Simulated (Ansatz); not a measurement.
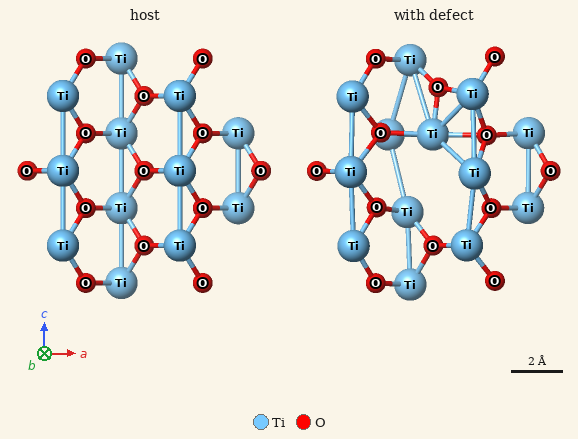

Left: perfect TiO$_{2}$. Right: the same region with one point defect, after relaxing the atoms in a supercell of 72 sites. The picture is a ball-and-stick view of the atoms within 5.4 Å of one point, in a slice 3.4 Å thick across the line of sight, seen along the b axis.

The calculation used DFT, PBEsol, PAW, plane waves in Ansatz 0.2.0. Settings: plane-wave cutoff 420 eV; k-point mesh 1 × 1 × 1; mesh shifted by (0.25, 0.25, 0.25); collinear spin. Fermi-Dirac smearing of 0.01 eV. A uniform background neutralises the charged cell. The axes drawn are those of the host's conventional cell.

Which defect is it?

Answer. An oxygen atom is replaced by titanium.

The charge state of the cell is +1.

How does the lattice respond?

Answer. In the host the O atom has 3 Ti at 1.94 to 1.98 Å; the Ti atom ends with 5 O at 1.86 to 2.14 Å. Of the host's atoms, a titanium atom moves furthest from its site, by 1.12 Å. The Ti atom itself moves 1.42 Å from where it was put. The cell's net moment is 1.00 μB.

Limits of the set-up: the cell is charged, on a uniform background, and energies carry no finite-size correction.
